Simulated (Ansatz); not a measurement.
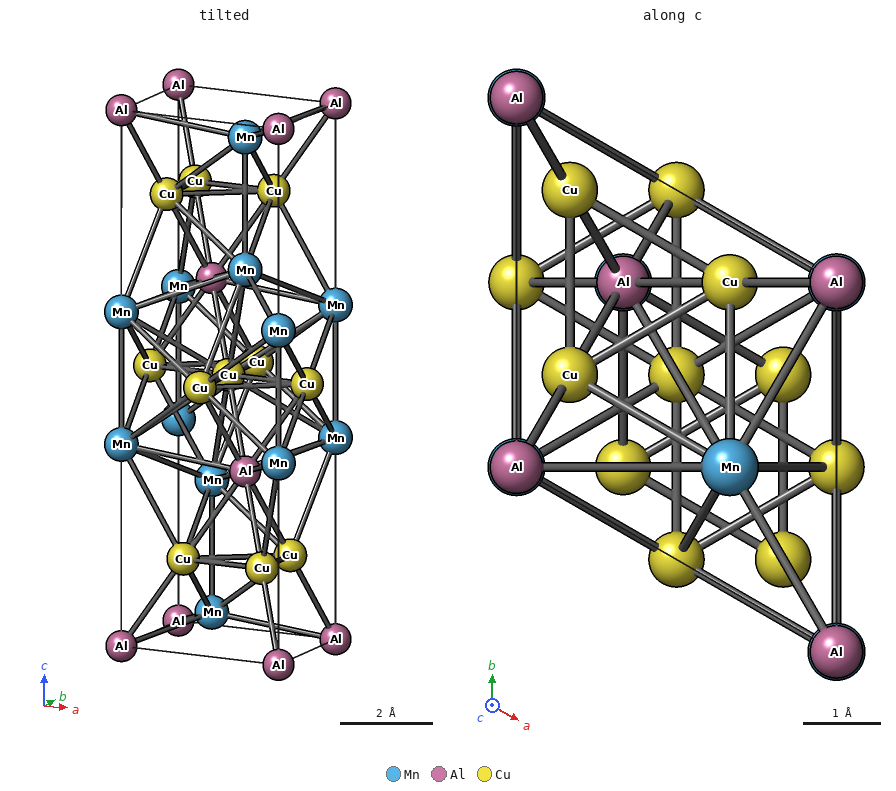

Crystal structure, ball-and-stick style, seen slightly off an axis and along the c axis. Lines trace the edges of the conventional unit cell. Cell: a = 4.84 Å, b = 4.84 Å, c = 11.79 Å, α = 90.00°, β = 90.00°, γ = 120.00°.

It goes back to a structure listed in the Materials Project. Earlier steps of the study, as a rule a relaxation of our own, may have changed the cell and positions, so they can lie some per cent off the listed ones. A calculation with Ansatz used it as input.

> State composition, symmetry and coordination.

The formula is Mn2AlCu3. It belongs to space group R-3m (No. 166) and has a rhombohedral (trigonal R) lattice. Cell content 6 Mn, 3 Al, 9 Cu; Z = 3. Mn is coordinated by nine Cu, four Mn and three Al (about 2.8 Å to Cu, 2.9 to 3.0 Å to Mn, 2.8 Å to Al). Each Al has six Cu and six Mn (about 2.4 Å to Cu, 2.8 Å to Mn). Cu is linked to six Mn, four Cu and two Al (about 2.8 Å to Mn, 2.4 Å to Cu, 2.4 Å to Al). The bonds build a three-dimensional framework.

All computed values are from DFT PBE, scalar-relativistic, plane waves, PAW (Ansatz). Settings: an energy cutoff of 420 eV, k-points about 0.13 Å⁻¹ apart, Gaussian smearing of 0.1 eV, collinear spins.

> Which atoms carry magnetic moments in this run, and how do they order?

The state reached is antiferromagnetic. Sizes: Mn 3.7 μB; net moment 0.0 μB in the run's cell of 6 atoms.

> Classify it as metallic or gapped, with the value.

A metal: bands cross the Fermi level.

> How are the electrons shared out in a Bader analysis?

Mn +0.44 e; Al +1.39 e; Cu -0.76 e.

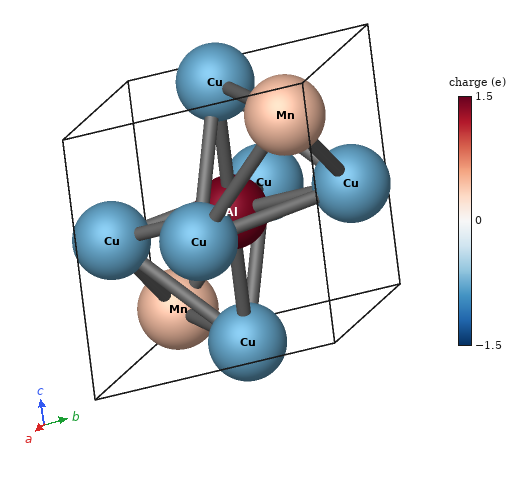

The atoms coloured by those charges. The run's cell of 6 atoms is drawn, so axes and origin can differ from the first picture.

> Has the structure come to rest?

Yes. All forces vanish to within 0.01 eV/Å. The pressure is 0.0 GPa, close to zero.
